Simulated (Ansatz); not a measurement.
ZnS

The calculation's input:

```
crystal:
  lattice:
    - [3.8455099668, 0.0, 0.0]
    - [-1.9227549834, 3.3303093218, 0.0]
    - [0.0, 0.0, 6.3052902589]
  atoms:
    - { symbol: Zn, position: [0.3333333333, 0.6666666667, 0.0052193591] }
    - { symbol: Zn, position: [0.6666666667, 0.3333333333, 0.5052193591] }
    - { symbol: S, position: [0.3333333333, 0.6666666667, 0.3797806409] }
    - { symbol: S, position: [0.6666666667, 0.3333333333, 0.8797806409] }
basis:
  ecutwfc: 420
kpoints:
  mp_grid: { grid: [9, 9, 6] }
  band_path:
    path:
      - [[0.0, 0.0, 0.0], [0.5, 0.0, 0.0], [0.33333333, 0.33333333, 0.0], [0.0, 0.0, 0.0], [0.0, 0.0, 0.5], [0.5, 0.0, 0.5], [0.33333333, 0.33333333, 0.5], [0.0, 0.0, 0.5]]
      - [[0.5, 0.0, 0.5], [0.5, 0.0, 0.0]]
      - [[0.33333333, 0.33333333, 0.5], [0.33333333, 0.33333333, 0.0]]
    npoints: 14
hamiltonian:
  xc: pbesol
scf:
  occupations: { method: gaussian, width: 0.02 }
  n_extra_bands: 10
output:
  forces: true
  stress: true
  eigenvalues: true
  populations: true
  dos: { projected: true, de: 0.02, nscf_kmesh: { grid: [14, 14, 9] } }
  bader: true
  write_density: true
  write_potential: true
  elf: true
  volumetric_format: npy
```

Command:

```sh
ansatz run input.yaml --threads 1 --pin off --max-ram 2560MiB --backend cpu --events-out ev --progress --plain --runs-dir out
```

Below, planes, directions and counts refer to the conventional cell (a = 3.85 Å, b = 3.85 Å, c = 6.31 Å, α = 90.00°, β = 90.00°, γ = 120.00°).

Space group P6₃mc; computed pressure about −3 GPa in this cell.

All numbers below come from Ansatz, DFT PBEsol, scalar-relativistic, plane waves, PAW.

**Predict the valence pseudo-density and electron localisation function between the atoms.**

Zn–S (2.36 Å): ρ is about 0.47 e/Å³ halfway; the ELF peaks at about 0.90 in the valence shell of S, 0.9 Å from its nucleus, and is about 0.55 at the midpoint.
Bader's partition of the density gives Zn +0.86 and S −0.86 e.

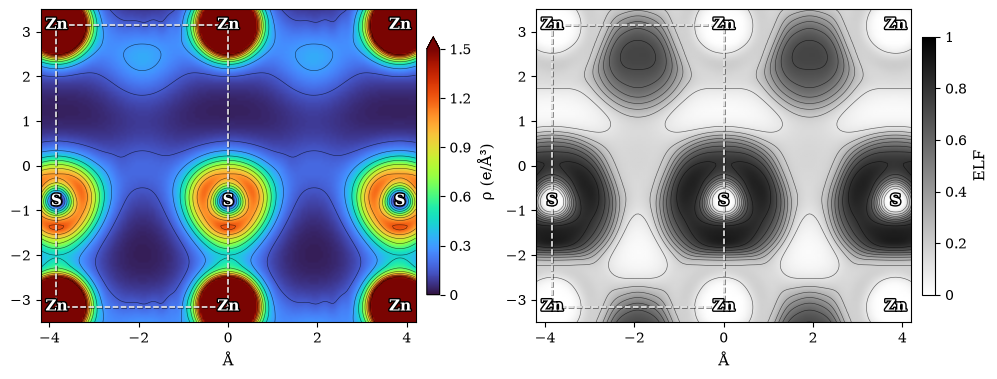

Computed valence pseudo-density and electron localisation function on the (100) plane of the conventional cell, in this order. 

Core electrons are frozen (PAW), and the valence fields are smoothed inside the atomic spheres.
